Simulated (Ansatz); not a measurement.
# Geometry relaxation of Zn (part 1 of 2)

Zn (Fd-3m, 2 atoms in the cell), computed with DFT r2SCAN, scalar-relativistic, plane waves, PAW, no spin polarisation (Ansatz 0.2.0).

The structure was made by swapping elements on the sites of another compound; it need not be a known phase. It belongs to a series of runs on one base structure; here: Sn -> Zn on all its sites, cell and atoms relaxed. Figures and captions count atoms from 1; the log counts them from 0 in places.

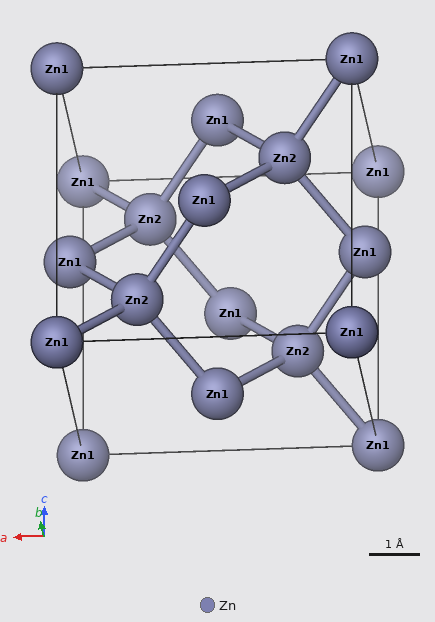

Figure 1. The input geometry (ball-and-stick view of the cell 4 times as large as that of the calculation, set on its symmetry axes, seen at an oblique angle; atoms are numbered from 1 in the order of the input).

The input
```yaml
crystal:
  lattice:
    - [0.0, 3.0071323909, 3.0071323909]
    - [3.0071323909, 0.0, 3.0071323909]
    - [3.0071323909, 3.0071323909, 0.0]
  atoms:
    - { symbol: Zn, position: [0.0, 0.0, 0.0] }
    - { symbol: Zn, position: [0.25, 0.25, 0.25] }
basis:
  ecutwfc: 500
kpoints:
  mp_grid: { grid: [12, 12, 12] }
hamiltonian:
  xc: r2scan
scf:
  occupations: { method: gaussian, width: 0.1 }
output:
  forces: true
  stress: true
  eigenvalues: true
  write_density: true
  write_potential: true
  elf: true
  volumetric_format: npy
relax:
  adjacent_minimum: "off"
  f_tol: 0.01
  max_steps: 60
  cell: { stress_tol: 0.1 }
```

Hardware: 1 thread of Oxide Virtual Turin-like (Zen 5), 32 GiB of memory available, shared host.

Command:
```bash
ansatz run input.yaml --threads 1 --pin off --max-ram 2560MiB --backend cpu --events-out ev --progress --plain --runs-dir out
```

Log
```
Engine: ansatz 0.2.0, x86_64-unknown-linux-gnu
Pseudopotentials: kind: paw
Pseudopotential: Zn, paw, valence charge 12, recommended cutoff 500 eV (meta_gga), Zn.paw.azcp
Functional definition: r2SCAN
  parameter k0 = 0.174
  parameter k1 = 0.065
  parameter a1 = 4.9479
  exchange = r2scan_x(k0 = k0, k1 = k1, a1 = a1)
  correlation = r2scan_c
Crystal: 2 atoms, lattice volume = 54.386 Å³
Basis set: ecut = 500 eV, 1411 PW (Γ), exchange–correlation on 128×128×128 points (64 copies of the dense FFT grid, shifted against one another)
Bands: 16, of which v1, the nominal top of the filled ones, is band 12 counted from 1 (11 counted from 0)
Symmetry: 48 space group operations
Space group: Fd-3m (ITA 227), of the structure as read, at distance tolerance 3.8e-5 Å
k-points: 72 of 1728
Non-local potential: Zn, projectors of the file, l = 0: 2, l = 1: 2, l = 2: 3, l = 3: 1
PAW form: soft (Blöchl's): semilocal exchange-correlation on the pseudo side does not see the compensation charge
PAW frozen core: Zn, regenerated for the run's functional (the file was generated under x = pbe(κ = 0.804, μ = 0.2195149727645171), c = pbe(β = 0.06672455060314922))
PAW one-centre angular grid: Zn, 590 points (default); XC on 261 of its mesh's 2673 points in the sphere
Initial density: superposition of atomic densities (neutral atoms: chi_scale 0, normalization atom), corrected by the library's trained network
Initial wavefunctions: pseudopotential atomic-orbital guess
Functional: x = r2scan, c = r2scan; τ floored in thin density (d = 2e-4 eV/Å³)
SCF iter   1: F=—  HF=-6650.116108 eV  |F-HF|=—  |Δ(HF+E_count)|=         —  Δρ=1.67e-2  dr2=7.68e-2  dr2_τ=7.00e-4  ethr=1.77e-3  ⟨swp⟩=5.4  Hψ=5865  notcnv=0
preconditioner: auto → LDOS  [metal: Δε(μ)=0.041 eV  Ē_g=11.214 eV  σ=0.100 eV  W_gap=0.22  n_scr=14 (ndim 8)  ℏωp=24.7 eV  f_vac=0.065  D(μ)=1.28/eV (n_scr^D=8)  β→1.0]
SCF iter   2: F=—  HF=-6650.211929 eV  |F-HF|=—  |Δ(HF+E_count)|=   9.58e-2  Δρ=2.67e-2  dr2=2.14e-1  dr2_τ=1.05e-3  ethr=3.20e-4  ⟨swp⟩=2.2  Hψ=2890  notcnv=0  defer=14  recentre
SCF iter   3: F=—  HF=-6650.094010 eV  |F-HF|=—  |Δ(HF+E_count)|=   1.18e-1  Δρ=2.86e-3  dr2=2.14e-3  dr2_τ=6.17e-6  ethr=3.20e-4  ⟨swp⟩=2.1  Hψ=2774  notcnv=0  defer=14
SCF iter   4: F=—  HF=-6650.093466 eV  |F-HF|=—  |Δ(HF+E_count)|=   5.43e-4  Δρ=1.58e-4  dr2=7.41e-6  dr2_τ=2.16e-7  ethr=8.91e-6  ⟨swp⟩=2.5  Hψ=2546  notcnv=0  defer=14
SCF iter   5: F=—  HF=-6650.093466 eV  |F-HF|=—  |Δ(HF+E_count)|=   2.09e-8  Δρ=2.88e-5  dr2=5.75e-7  dr2_τ=8.70e-9  ethr=3.09e-8  ⟨swp⟩=2.0  Hψ=1995  notcnv=0  defer=14
SCF iter   6: F=-6650.093467 eV  HF=-6650.093467 eV  |F-HF|=7.46e-9  |Δ(HF+E_count)|=   6.21e-7  Δρ=5.17e-6  dr2=2.08e-8  dr2_τ=1.37e-10  ethr=4.17e-10  ⟨swp⟩=9.7  Hψ=8212  notcnv=0
SCF 1 converged in 6 iterations: F = -6650.093467 eV  dr2 = 2.08e-8
  greatest PAW one-centre occupation: 0.983 electrons in one spin orbital (limit 2), on the Zn atom at site 1 (counted from 0), in its partial waves of l = 2
relax step   1: F+E_penalty+E_count = -6650.09346709 eV  Δ(F+E_penalty+E_count) = +0.000e0 eV  max|allowed force component| = 1.388e-17 eV/Å  Δτ_max = 0.0000 Å  P = -3.643 GPa  Ω = 54.386 Å³  (6 SCF iters, dr2 threshold 1.00e-7 eV, accepted)
Crystal: 2 atoms, lattice volume = 50.184 Å³
Basis set: ecut = 500 eV, 1243 PW (Γ), exchange–correlation on 128×128×128 points (64 copies of the dense FFT grid, shifted against one another)
Initial density: handed on by an earlier stage of this run
Initial wavefunctions: those handed on with the density
iter 1 solved again at ethr=1.46e-5 eV; its pass at ethr=3.10e-3 eV (dr2=3.50e-3 eV) is discarded
SCF iter   1: F=—  HF=-6650.082084 eV  |F-HF|=—  |Δ(HF+E_count)|=         —  Δρ=3.63e-3  dr2=3.78e-3  dr2_τ=1.65e-2  ethr=1.46e-5  ⟨swp⟩=2.0  Hψ=7867  notcnv=0
preconditioner: auto → LDOS  [metal: Δε(μ)=0.029 eV  Ē_g=11.224 eV  σ=0.100 eV  W_gap=0.16  n_scr=14 (ndim 8)  ℏωp=25.7 eV  f_vac=0.043  D(μ)=1.49/eV (n_scr^D=14)  β→1.0]
SCF iter   2: F=—  HF=-6650.175988 eV  |F-HF|=—  |Δ(HF+E_count)|=   9.39e-2  Δρ=4.90e-3  dr2=6.04e-3  dr2_τ=2.34e-5  ethr=1.46e-5  ⟨swp⟩=2.0  Hψ=2305  notcnv=0  recentre
SCF iter   3: F=—  HF=-6650.173222 eV  |F-HF|=—  |Δ(HF+E_count)|=   2.77e-3  Δρ=9.62e-4  dr2=3.71e-4  dr2_τ=1.66e-6  ethr=1.46e-5  ⟨swp⟩=2.0  Hψ=2850  notcnv=0  defer=12
SCF iter   4: F=—  HF=-6650.173172 eV  |F-HF|=—  |Δ(HF+E_count)|=   5.03e-5  Δρ=1.99e-4  dr2=1.59e-5  dr2_τ=2.93e-7  ethr=1.55e-6  ⟨swp⟩=2.0  Hψ=1994  notcnv=0  defer=12
SCF iter   5: F=—  HF=-6650.173199 eV  |F-HF|=—  |Δ(HF+E_count)|=   2.67e-5  Δρ=4.07e-5  dr2=1.24e-6  dr2_τ=4.31e-8  ethr=6.64e-8  ⟨swp⟩=2.8  Hψ=1979  notcnv=0  defer=12
SCF iter   6: F=-6650.173200 eV  HF=-6650.173200 eV  |F-HF|=4.64e-8  |Δ(HF+E_count)|=   1.64e-6  Δρ=9.31e-6  dr2=5.98e-8  dr2_τ=1.29e-9  ethr=8.33e-10  ⟨swp⟩=10.4  Hψ=9431  notcnv=0
SCF 2 converged in 6 iterations: F = -6650.173200 eV  dr2 = 5.98e-8
  greatest PAW one-centre occupation: 0.982 electrons in one spin orbital (limit 2), on the Zn atom at site 1 (counted from 0), in its partial waves of l = 2
relax step   2: F+E_penalty+E_count = -6650.17320049 eV  Δ(F+E_penalty+E_count) = -7.973e-2 eV  max|allowed force component| = 2.961e-16 eV/Å  Δτ_max = 0.0000 Å  P = -2.258 GPa  Ω = 50.184 Å³  energy of the carried Pulay correction = +6.569e-4 eV  (6 SCF iters, dr2 threshold 2.00e-7 eV, accepted)
Crystal: 2 atoms, lattice volume = 44.583 Å³
Basis set: ecut = 500 eV, 1139 PW (Γ), exchange–correlation on 128×128×128 points (64 copies of the dense FFT grid, shifted against one another)
iter 1 solved again at ethr=4.19e-5 eV; its pass at ethr=3.10e-3 eV (dr2=1.01e-2 eV) is discarded
SCF iter   1: F=—  HF=-6650.031296 eV  |F-HF|=—  |Δ(HF+E_count)|=         —  Δρ=6.41e-3  dr2=1.05e-2  dr2_τ=3.66e-2  ethr=4.19e-5  ⟨swp⟩=2.1  Hψ=7947  notcnv=0
preconditioner: auto → LDOS  [metal: Δε(μ)=0.050 eV  Ē_g=11.715 eV  σ=0.100 eV  W_gap=0.27  n_scr=14 (ndim 8)  ℏωp=27.2 eV  f_vac=0.016  D(μ)=1.31/eV (n_scr^D=14)  β→1.0]
SCF iter   2: F=—  HF=-6650.206175 eV  |F-HF|=—  |Δ(HF+E_count)|=   1.75e-1  Δρ=8.22e-3  dr2=1.51e-2  dr2_τ=6.09e-5  ethr=4.19e-5  ⟨swp⟩=2.0  Hψ=2305  notcnv=0
SCF iter   3: F=—  HF=-6650.198945 eV  |F-HF|=—  |Δ(HF+E_count)|=   7.23e-3  Δρ=1.44e-3  dr2=3.69e-4  dr2_τ=9.27e-6  ethr=4.19e-5  ⟨swp⟩=2.0  Hψ=2817  notcnv=0  defer=11
SCF iter   4: F=—  HF=-6650.199057 eV  |F-HF|=—  |Δ(HF+E_count)|=   1.12e-4  Δρ=2.91e-4  dr2=2.45e-5  dr2_τ=3.74e-7  ethr=1.54e-6  ⟨swp⟩=2.0  Hψ=2025  notcnv=0  defer=11
SCF iter   5: F=—  HF=-6650.199106 eV  |F-HF|=—  |Δ(HF+E_count)|=   4.89e-5  Δρ=3.14e-5  dr2=8.25e-7  dr2_τ=1.46e-8  ethr=1.02e-7  ⟨swp⟩=2.0  Hψ=2006  notcnv=0  defer=11
SCF iter   6: F=-6650.199106 eV  HF=-6650.199106 eV  |F-HF|=8.06e-8  |Δ(HF+E_count)|=   4.33e-7  Δρ=1.05e-5  dr2=2.41e-8  dr2_τ=9.08e-10  ethr=8.33e-10  ⟨swp⟩=11.0  Hψ=9777  notcnv=0
SCF 3 converged in 6 iterations: F = -6650.199106 eV  dr2 = 2.41e-8
relax step   3: F+E_penalty+E_count = -6650.19910619 eV  Δ(F+E_penalty+E_count) = -2.591e-2 eV  max|allowed force component| = 1.156e-16 eV/Å  Δτ_max = 0.0000 Å  P = +1.275 GPa  Ω = 44.583 Å³  energy of the carried Pulay correction = +1.620e-3 eV  (6 SCF iters, dr2 threshold 2.00e-7 eV, accepted)
Crystal: 2 atoms, lattice volume = 46.454 Å³
iter 1 solved again at ethr=9.35e-6 eV; its pass at ethr=3.10e-3 eV (dr2=2.24e-3 eV) is discarded
SCF iter   1: F=—  HF=-6650.177355 eV  |F-HF|=—  |Δ(HF+E_count)|=         —  Δρ=2.93e-3  dr2=2.36e-3  dr2_τ=4.87e-3  ethr=9.35e-6  ⟨swp⟩=1.3  Hψ=7344  notcnv=0
preconditioner: auto → LDOS  [metal: Δε(μ)=0.059 eV  Ē_g=11.639 eV  σ=0.100 eV  W_gap=0.31  n_scr=14 (ndim 8)  ℏωp=26.7 eV  f_vac=0.023  D(μ)=1.44/eV (n_scr^D=14)  β→1.0]
SCF iter   2: F=—  HF=-6650.206775 eV  |F-HF|=—  |Δ(HF+E_count)|=   2.94e-2  Δρ=4.44e-3  dr2=4.81e-3  dr2_τ=1.79e-5  ethr=9.35e-6  ⟨swp⟩=2.0  Hψ=2304  notcnv=0  recentre
SCF iter   3: F=—  HF=-6650.204554 eV  |F-HF|=—  |Δ(HF+E_count)|=   2.22e-3  Δρ=4.80e-4  dr2=8.53e-5  dr2_τ=3.21e-7  ethr=9.35e-6  ⟨swp⟩=2.0  Hψ=2782  notcnv=0  defer=7
SCF iter   4: F=—  HF=-6650.204543 eV  |F-HF|=—  |Δ(HF+E_count)|=   1.06e-5  Δρ=1.10e-4  dr2=5.40e-6  dr2_τ=8.77e-8  ethr=3.55e-7  ⟨swp⟩=2.1  Hψ=1989  notcnv=0  defer=7
SCF iter   5: F=—  HF=-6650.204553 eV  |F-HF|=—  |Δ(HF+E_count)|=   9.74e-6  Δρ=6.23e-5  dr2=9.30e-7  dr2_τ=4.14e-9  ethr=2.25e-8  ⟨swp⟩=2.0  Hψ=2003  notcnv=0  defer=7
SCF iter   6: F=-6650.204553 eV  HF=-6650.204553 eV  |F-HF|=2.08e-8  |Δ(HF+E_count)|=   1.16e-7  Δρ=5.93e-6  dr2=1.82e-8  dr2_τ=3.30e-10  ethr=8.33e-10  ⟨swp⟩=9.8  Hψ=9373  notcnv=0
SCF 4 converged in 6 iterations: F = -6650.204553 eV  dr2 = 1.82e-8
relax step   4: F+E_penalty+E_count = -6650.20455300 eV  Δ(F+E_penalty+E_count) = -5.447e-3 eV  max|allowed force component| = 2.174e-16 eV/Å  Δτ_max = 0.0000 Å  P = -0.217 GPa  Ω = 46.454 Å³  energy of the carried Pulay correction = +1.286e-3 eV  (6 SCF iters, dr2 threshold 2.00e-7 eV, accepted)
Crystal: 2 atoms, lattice volume = 46.164 Å³
Basis set: ecut = 500 eV, 1211 PW (Γ), exchange–correlation on 128×128×128 points (64 copies of the dense FFT grid, shifted against one another)
iter 1 solved again at ethr=3.25e-7 eV; its pass at ethr=3.10e-3 eV (dr2=7.80e-5 eV) is discarded
SCF iter   1: F=—  HF=-6650.204204 eV  |F-HF|=—  |Δ(HF+E_count)|=         —  Δρ=4.04e-4  dr2=4.48e-5  dr2_τ=1.09e-4  ethr=3.25e-7  ⟨swp⟩=2.0  Hψ=6983  notcnv=0
preconditioner: auto → LDOS  [metal: Δε(μ)=0.058 eV  Ē_g=11.616 eV  σ=0.100 eV  W_gap=0.30  n_scr=14 (ndim 8)  ℏωp=26.8 eV  f_vac=0.022  D(μ)=1.43/eV (n_scr^D=14)  β→1.0]
SCF iter   2: F=—  HF=-6650.204849 eV  |F-HF|=—  |Δ(HF+E_count)|=   6.44e-4  Δρ=5.80e-4  dr2=8.14e-5  dr2_τ=2.97e-7  ethr=1.87e-7  ⟨swp⟩=2.0  Hψ=2019  notcnv=0  recentre
SCF iter   3: F=—  HF=-6650.204812 eV  |F-HF|=—  |Δ(HF+E_count)|=   3.69e-5  Δρ=8.34e-5  dr2=2.36e-6  dr2_τ=9.94e-9  ethr=1.87e-7  ⟨swp⟩=2.0  Hψ=2011  notcnv=0
SCF iter   4: F=-6650.204812 eV  HF=-6650.204811 eV  |F-HF|=1.80e-7  |Δ(HF+E_count)|=   4.25e-7  Δρ=1.69e-5  dr2=9.79e-8  dr2_τ=1.93e-9  ethr=4.90e-10  ⟨swp⟩=6.6  Hψ=7952  notcnv=0
SCF 5 converged in 4 iterations: F = -6650.204812 eV  dr2 = 9.79e-8
relax step   5: F+E_penalty+E_count = -6650.20481164 eV  Δ(F+E_penalty+E_count) = -2.586e-4 eV  max|allowed force component| = 1.850e-16 eV/Å  Δτ_max = 0.0000 Å  P = -0.012 GPa  Ω = 46.164 Å³  energy of the carried Pulay correction = +1.337e-3 eV  (4 SCF iters, dr2 threshold 1.18e-7 eV, accepted)
Basis set: ecut = 500 eV, 1211 PW (Γ), exchange–correlation on 120×120×120 points (64 copies of the dense FFT grid, shifted against one another)
Initial wavefunctions: pseudopotential atomic-orbital guess (no wavefunctions were taken with the density)
iter 1 solved again at ethr=9.11e-8 eV; its pass at ethr=3.10e-3 eV (dr2=2.19e-5 eV) is discarded
SCF iter   1: F=—  HF=-6650.204208 eV  |F-HF|=—  |Δ(HF+E_count)|=         —  Δρ=1.10e-4  dr2=1.89e-6  dr2_τ=1.32e-6  ethr=9.11e-8  ⟨swp⟩=3.0  Hψ=9288  notcnv=0
preconditioner: auto → LDOS  [metal: Δε(μ)=0.058 eV  Ē_g=11.621 eV  σ=0.100 eV  W_gap=0.30  n_scr=14 (ndim 8)  ℏωp=26.8 eV  f_vac=0.021  D(μ)=1.43/eV (n_scr^D=14)  β→1.0]
SCF iter   2: F=—  HF=-6650.204213 eV  |F-HF|=—  |Δ(HF+E_count)|=   4.20e-6  Δρ=1.02e-4  dr2=2.68e-6  dr2_τ=2.25e-8  ethr=7.86e-9  ⟨swp⟩=2.1  Hψ=2076  notcnv=0
SCF iter   3: F=—  HF=-6650.204212 eV  |F-HF|=—  |Δ(HF+E_count)|=   1.89e-7  Δρ=1.15e-4  dr2=3.27e-6  dr2_τ=1.90e-8  ethr=7.86e-9  ⟨swp⟩=2.1  Hψ=2081  notcnv=0
SCF iter   4: F=—  HF=-6650.204211 eV  |F-HF|=—  |Δ(HF+E_count)|=   1.52e-6  Δρ=4.83e-5  dr2=5.71e-7  dr2_τ=1.06e-9  ethr=7.86e-9  ⟨swp⟩=2.0  Hψ=1883  notcnv=0
SCF iter   5: F=—  HF=-6650.204211 eV  |F-HF|=—  |Δ(HF+E_count)|=   2.89e-7  Δρ=1.10e-5  dr2=2.90e-8  dr2_τ=6.53e-11  ethr=2.38e-9  ⟨swp⟩=2.0  Hψ=1915  notcnv=0
SCF iter   6: F=—  HF=-6650.204211 eV  |F-HF|=—  |Δ(HF+E_count)|=   1.16e-8  Δρ=1.32e-6  dr2=3.99e-10  dr2_τ=1.21e-12  ethr=1.21e-10  ⟨swp⟩=2.0  Hψ=1989  notcnv=0
SCF iter   7: F=-6650.204211 eV  HF=-6650.204211 eV  |F-HF|=1.82e-12  |Δ(HF+E_count)|=  9.55e-11  Δρ=1.06e-7  dr2=2.84e-12  dr2_τ=8.42e-15  ethr=1.00e-12  ⟨swp⟩=6.4  Hψ=5923  notcnv=0
SCF 6 converged in 7 iterations: F = -6650.204211 eV  dr2 = 2.84e-12
relax step   6: F+E_penalty+E_count = -6650.20421056 eV  Δ(F+E_penalty+E_count) = +6.011e-4 eV  max|allowed force component| = 1.665e-16 eV/Å  Δτ_max = 0.0000 Å  P = -0.036 GPa  Ω = 46.164 Å³  stress off target by 3.61e-2 GPa  SCF on the basis re-selected at this cell (its energy is not comparable with the rows above)  (7 SCF iters)
```
